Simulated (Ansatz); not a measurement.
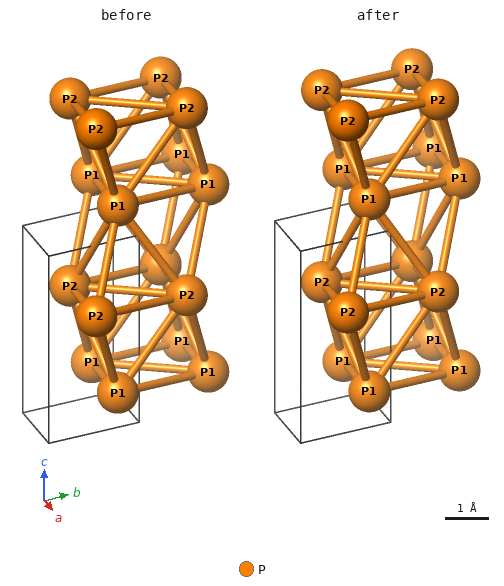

Left: a symmetric starting cell of P (made from another compound by putting P in place of Sb). Right: the same structure after one change, at the same scale. A ball-and-stick model of the cell of the calculation, repeated 2 × 2 × 2 with one cell outlined, seen slightly off an axis.

Computed with DFT PBEsol, scalar-relativistic, plane waves, PAW (Ansatz 0.2.0). (plane-wave cutoff 420 eV; k-point mesh 18 × 18 × 10; occupations gaussian; smearing width 0.1 eV; no spin polarisation)

What distinguishes the right structure from the left one?

The cell is strained by +2.6 % along c and −0.4 % across it (volume +1.7 %), the atoms keeping their fractional coordinates. No relaxation follows. The starting cell wasn't computed here and needn't be at equilibrium, so pressure and forces aren't due to the change alone.

What does the change do?

Some distances before and after: P–P 2.844 → 2.887 Å, P–P 2.904 → 2.891 Å. The space group stays P6_3/mmc (No. 194). The pressure is −14.2 GPa (not all of it need come from the change, since the unchanged cell can be under pressure at this level too). The principal stresses (compression positive) are −12.6 GPa along c and −15.0 GPa across it. All forces vanish by symmetry.
